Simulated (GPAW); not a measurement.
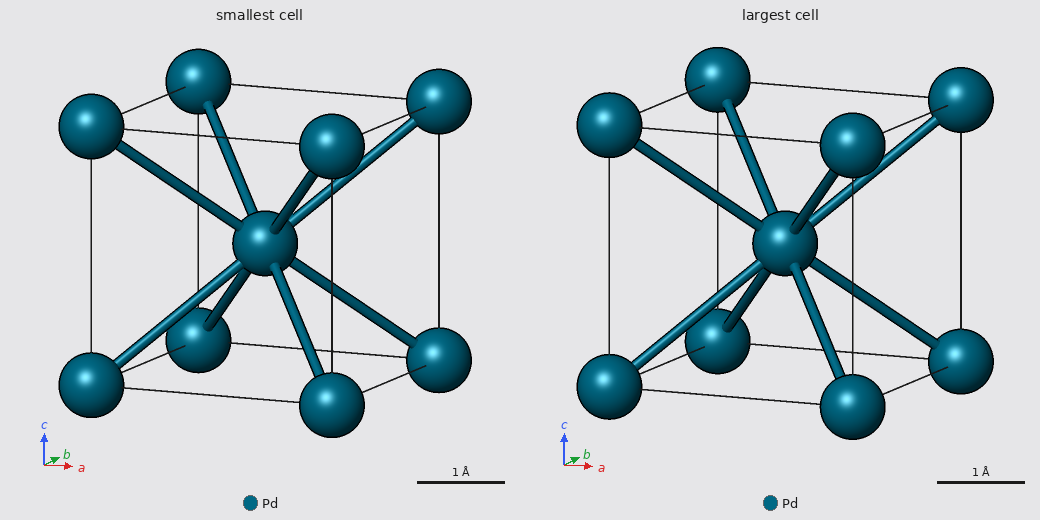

Pd, body-centred cubic (W type), space group Im-3m (No. 229), relaxed (cell and atoms, zero pressure) with five choices of dispersion term on top of PBEsol; the smallest and the largest of the relaxed conventional cells are drawn to one scale (sticks follow a distance rule). The start was a structure listed in the Materials Project. This isn't the form of Pd at room conditions, which is fcc.

Alike in all runs: GPAW 26.7.0; functional PBEsol; potentials PAW data sets generated in the run's folder for this functional; cutoff 600 eV; k mesh 12 × 12 × 12 on the run's cell of 1 atom; occupations fermi-dirac, width 0.05 eV; no spin polarisation; no spin-orbit coupling. All runs are metallic.

| level | volume (Å³/atom) | a (Å) |
| --- | --- | --- |
| D3 | 14.28 | 3.056 |
| D3(BJ)-ATM | 14.34 | 3.061 |
| D4 | ? | ? |
| D3(BJ) | 14.21 | 3.052 |
| none | 14.70 | 3.086 |

Q: Fill in the row of D4.

A: Volume 14.49 Å³/atom; a 3.072 Å. That is between D3(BJ)-ATM and none in volume.

Q: Order the levels by the relaxed volume, smallest first.

A: D3(BJ) (14.21 Å³/atom), D3 (14.28 Å³/atom), D3(BJ)-ATM (14.34 Å³/atom), D4 (14.49 Å³/atom), none (14.70 Å³/atom). Rows within a few tenths of a per cent can't be told apart.

Caveat: later steps reuse the first step's grids; pairwise dispersion terms can overbind metals strongly.
